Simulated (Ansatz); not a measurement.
## Ti: 5 runs along one coordinate

System: Ti (P6₃/mmc, 2 atoms in the cell).
Method: DFT r2SCAN, scalar-relativistic, plane waves, PAW, no spin polarisation (Ansatz 0.2.0).

The 5 runs differ only in the geometry, by a strain of the cell at fixed fractional positions. Against run 3, the strain is εxx = η and εyy = η. The structure derives from an entry of the Crystallography Open Database.

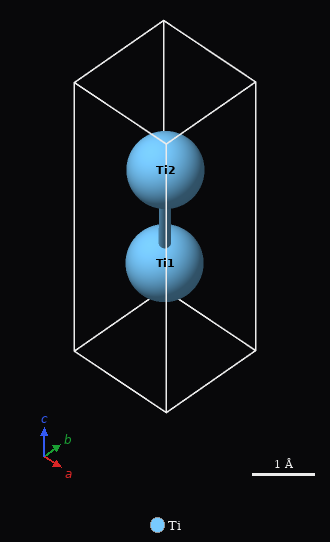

Figure 1. The structure of run 3 (ball-and-stick view of the cell of the calculation, seen at an oblique angle; atoms are numbered from 1 in the order of the input). An atom can appear more than once, as a periodic image.

**Input of run 3**
```yaml
crystal:
  lattice:
    - [2.9499978604, 0.0, 0.0]
    - [-1.4749989302, 2.5547730882, 0.0]
    - [0.0, 0.0, 4.75629]
  atoms:
    - { symbol: Ti, position: [0.3333333333, 0.6666666667, 0.25] }
    - { symbol: Ti, position: [0.6666666667, 0.3333333333, 0.75] }
basis:
  ecutwfc: 500
kpoints:
  mp_grid: { grid: [18, 18, 10] }
hamiltonian:
  xc: r2scan
scf:
  occupations: { method: gaussian, width: 0.15 }
output:
  forces: true
  stress: true
  eigenvalues: true
```

Command:
```bash
ansatz run input.yaml --threads 1 --pin off --max-ram 2560MiB --backend cpu --events-out ev --progress --plain --runs-dir out
```

Run 4 differs from it as follows:
```diff
-    - [2.9499978604, 0.0, 0.0]
-    - [-1.4749989302, 2.5547730882, 0.0]
+    - [2.9942478283, 0.0, 0.0]
+    - [-1.4971239141, 2.5930946845, 0.0]
```

**Results, with one run withheld**

| run | strain parameter η (%) | free energy per atom, from the lowest run given (meV) | pressure (GPa) |
| --- | --- | --- | --- |
| 1 | −3.0000 | 10.32 | 3.24 |
| 2 | −1.5000 | 0.00 | −0.50 |
| 3 | 0.0000 | 3.62 | −3.83 |
| 4 | 1.5000 | ? | ? |
| 5 | 3.0000 | 48.10 | −9.34 |

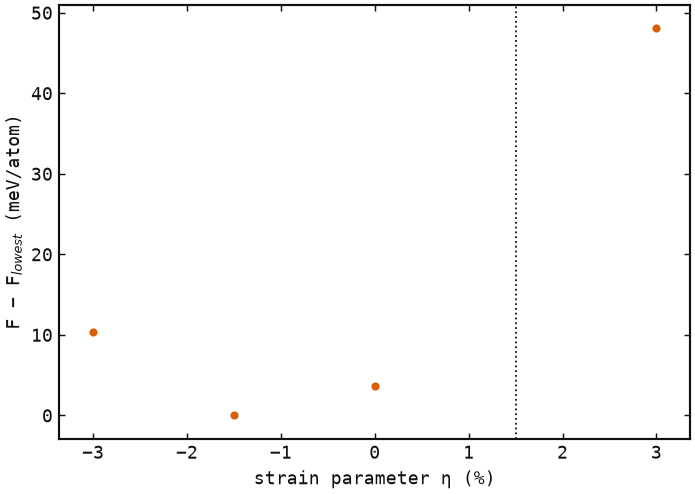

Figure 2. Free energy per atom of the runs given; the dotted line marks run 4.

Fit the runs given and predict run 4.

A quadratic polynomial in the coordinate, fitted to the 4 runs given, misses them by at most 0.33 meV per atom. With x = η + 0.3750, it reads F = 1.4016 + 4.1746 x + 2.8665 x² (meV per atom). At run 4 it gives 19.31 meV per atom, and the run itself gives 20.04. The fit has its minimum at η = −1.1032 %. The miss comes from the order of the polynomial or from scatter in that run; these data can't tell which.

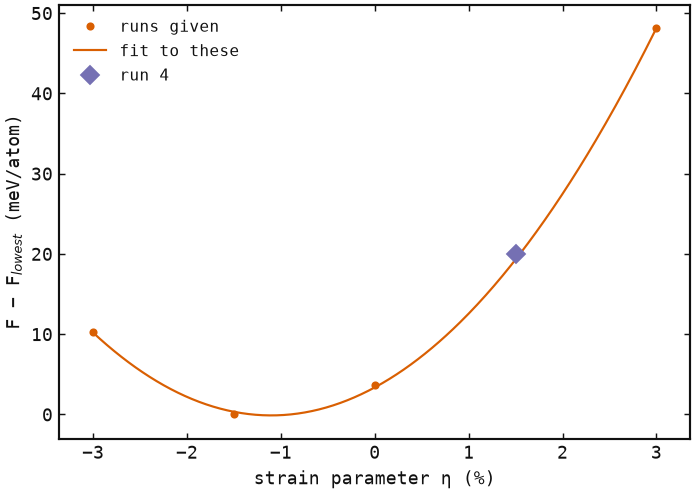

Figure 3. The fit and the withheld run.

**Output, shortened to warnings, some set-up lines, iterations and results (run 4)**
```
Basis set: ecut = 500 eV, 965 PW (Γ), exchange–correlation on 96×96×144 points (64 copies of the dense FFT grid, shifted against one another)
Symmetry: 24 space group operations
k-points: 222 of 3240
Initial density: superposition of atomic densities (neutral atoms: chi_scale 0, normalization atom), corrected by the library's trained network
[...]
SCF iter   1: F=—  HF=-5008.672258 eV  |F-HF|=—  |Δ(HF+E_count)|=         —  Δρ=1.73e-2  dr2=1.02e-1  dr2_τ=1.33e-2  ethr=1.77e-3  ⟨swp⟩=3.2  Hψ=14027  notcnv=0
SCF iter   2: F=—  HF=-5008.697036 eV  |F-HF|=—  |Δ(HF+E_count)|=   2.48e-2  Δρ=5.66e-3  dr2=1.08e-2  dr2_τ=9.54e-4  ethr=4.24e-4  ⟨swp⟩=3.0  Hψ=8496  notcnv=0  defer=3
SCF iter   3: F=—  HF=-5008.697153 eV  |F-HF|=—  |Δ(HF+E_count)|=   1.17e-4  Δρ=1.60e-3  dr2=4.18e-4  dr2_τ=1.07e-4  ethr=4.49e-5  ⟨swp⟩=2.5  Hψ=5453  notcnv=0  defer=3
SCF iter   4: F=—  HF=-5008.697790 eV  |F-HF|=—  |Δ(HF+E_count)|=   6.37e-4  Δρ=3.54e-4  dr2=1.91e-5  dr2_τ=2.61e-6  ethr=1.74e-6  ⟨swp⟩=2.0  Hψ=5822  notcnv=0  defer=3
SCF iter   5: F=—  HF=-5008.697820 eV  |F-HF|=—  |Δ(HF+E_count)|=   2.99e-5  Δρ=3.16e-5  dr2=2.69e-7  dr2_τ=2.25e-8  ethr=7.94e-8  ⟨swp⟩=2.4  Hψ=6109  notcnv=0  defer=3
SCF iter   6: F=-5008.697820 eV  HF=-5008.697820 eV  |F-HF|=5.64e-11  |Δ(HF+E_count)|=   2.19e-8  Δρ=5.67e-6  dr2=6.14e-9  dr2_τ=5.83e-10  ethr=4.17e-10  ⟨swp⟩=5.1  Hψ=14414  …
SCF 1 converged in 6 iterations: F = -5008.697820 eV  dr2 = 6.14e-9
SCF converged after 6 iterations
Free energy (F): -5008.697820 eV
Harris-Foulkes:  -5008.697820 eV  (|F-HF|=5.64e-11)
Internal energy: -5008.676827 eV  (E = F + TS)
E sigma→0 (E₀):  -5008.687324 eV
Entropy (-TS):   -0.020993 eV (-10.496 meV/atom)
Fermi energy:    12.470906 eV
--- Per-component energies (eV) ---
  E_band       = -365.706643
  E_kinetic    = 541.397483
  E_local      = -1685.165989  (includes V_loc(G=0)·N_el)
  E_nonlocal   = 14.258470
  E_hartree    = 684.289092
  E_xc         = -184.603110
  E_vxc        = -263.784486  (∫ρ·V_xc dr)
  E_paw        = -2112.807853  (= ΣΔE_a)
  E_vpaw       = -359.150352  (= ΣTr[D̂ρ^β])
  E_aug_tail   = 0.000191  (compensation charges beyond the density's cutoff)
  E_vtau       = 18.156999  (kinetic-family band-sum trace: ∫τ·v_τ [+ j·A + Jᵃ·Aᵃ] dr)
  E_ewald      = -2265.538197
  E_core_change = -0.506914  (= ΣΔE_core)
  E_smearing   = -0.020993  (= −TS)
  E_closure    = -0.000000  (closes the sum)
  Σ components = -5008.697820   (vs F -5008.697820, Δ=0.00e0)
--- Forces (eV/Å), atoms counted from 1 ---
  atom   1  Ti     0.00000000    -0.00000000     0.00000000
  atom   2  Ti     0.00000000     0.00000000     0.00000000
  max |Σ_I F_I| component: 3.70e-17 eV/Å
--- Stress (GPa, compression-positive) ---
       -6.586599       0.000000       0.000000
        0.000000      -6.586599       0.000000
        0.000000       0.000000      -7.121996
  P = ⅓ Tr σ = -6.7651 GPa (-67.651 kbar)
```
